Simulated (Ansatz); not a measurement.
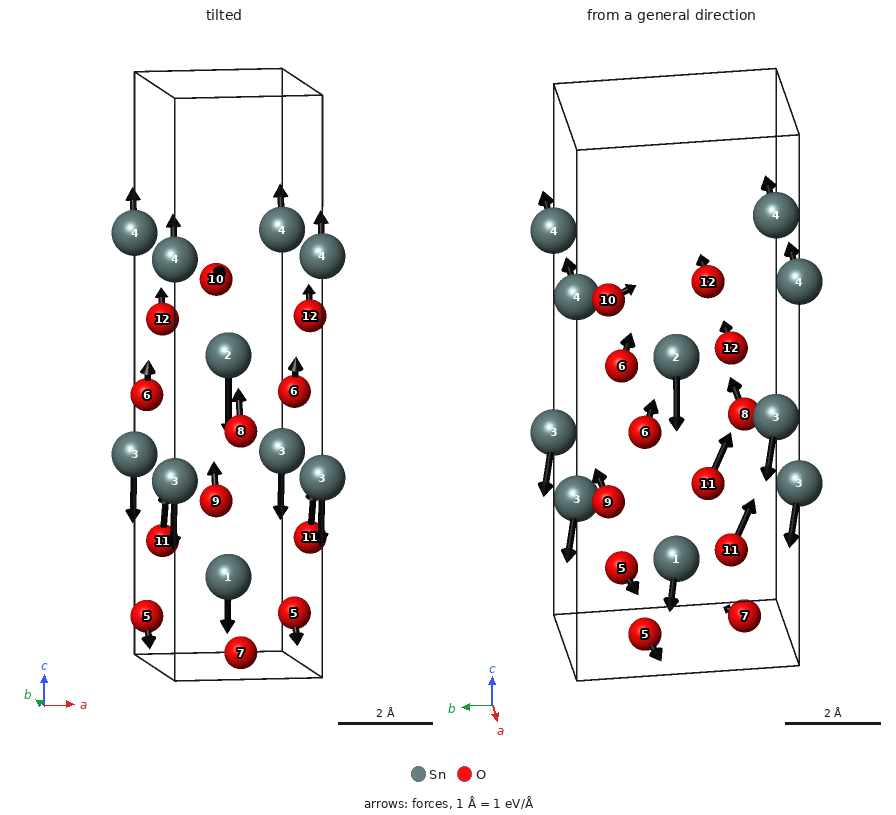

The crystal in a spheres-only representation, seen slightly off an axis and from a general direction. Atoms at the boundary of the simulation cell (the box) are drawn once for each face, edge or corner they touch. The arrows are the computed forces on the atoms.

System: SnO2. Setup: Ansatz, DFT r2SCAN, scalar-relativistic, plane waves, PAW; wavefunction cutoff 500 eV, k-points on an 8×6×3 grid, Gaussian smearing of 0.05 eV, no spin polarisation.

### Is this an equilibrium geometry?

No. The atoms still feel forces of up to about 1.3 eV/Å, far above a usual threshold of 0.01 to 0.03 eV/Å.

### Which atom has the biggest force on it?

Sn2, about 1.3 eV/Å.

Origin of the cell: a structure listed in the Materials Project. The cell was then strained or its atoms displaced on purpose. It went into a calculation with Ansatz.
